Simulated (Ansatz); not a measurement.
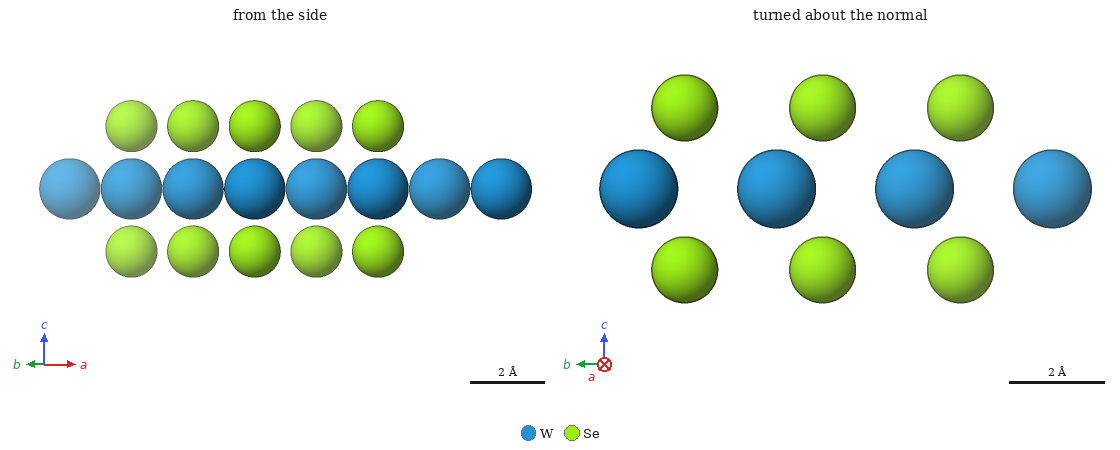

A spheres-only picture of a periodic sheet, seen from the side and turned about the normal. The surface normal points up in side views; the vacuum is left out. 2×3 cells are drawn in the plane, with atoms at the edges repeated.

The cell holds 1 W, 2 Se.

**Which species face the vacuum on either side?**

The top face ends in Se, the bottom face in Se. The two faces are alike.

**What is the slab's thickness, atom centre to atom centre?**

About 3.4 Å from the lowest to the highest atom.

**Give the sequence of planes from the top.**

Three planes: Se / W / Se.

The structure was taken from a structure listed in the Materials Project. The cell was then strained or its atoms displaced on purpose. It was run through Ansatz as a DFT input.

At this level of theory the run's own cell isn't at rest (forces up to 1.1 eV/Å), so its distances can differ from those at equilibrium, the more so the softer the solid.
